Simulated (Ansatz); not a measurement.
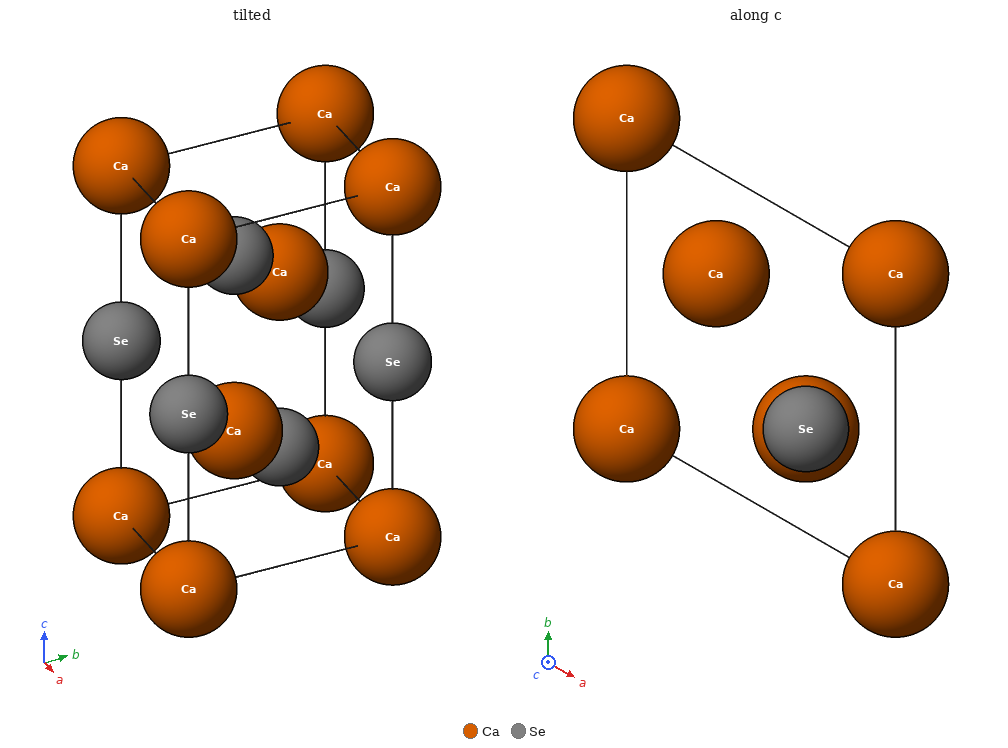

The image is a spheres-only drawing of a crystal, viewed slightly off an axis and along the c axis. The lines enclose the conventional unit cell; boundary atoms appear with their images.

CaSe, space group R-3m (No. 166), a = 5.07 Å, b = 5.07 Å, c = 6.52 Å, α = 90.00°, β = 90.00°, γ = 120.00°.

Electronic-structure method: DFT, PBE, plane waves, PAW in Ansatz. Parameters: a kinetic-energy cutoff of 420 eV, k-points about 0.22 Å⁻¹ apart, Fermi-Dirac smearing of 0.02 eV, no spin polarisation.

Question: Is it conducting or gapped at this level?

Answer: A semiconductor at this level, with a gap of 0.80 eV, direct.

Question: Would the cell expand or shrink if it could?

Answer: The computed pressure is 0.3 GPa (compressed: it would expand).

Provenance: a structure type filled with these elements by a generator (whether the compound takes this form wasn't checked). The cell was then strained or its atoms displaced on purpose. It went into a calculation with Ansatz.
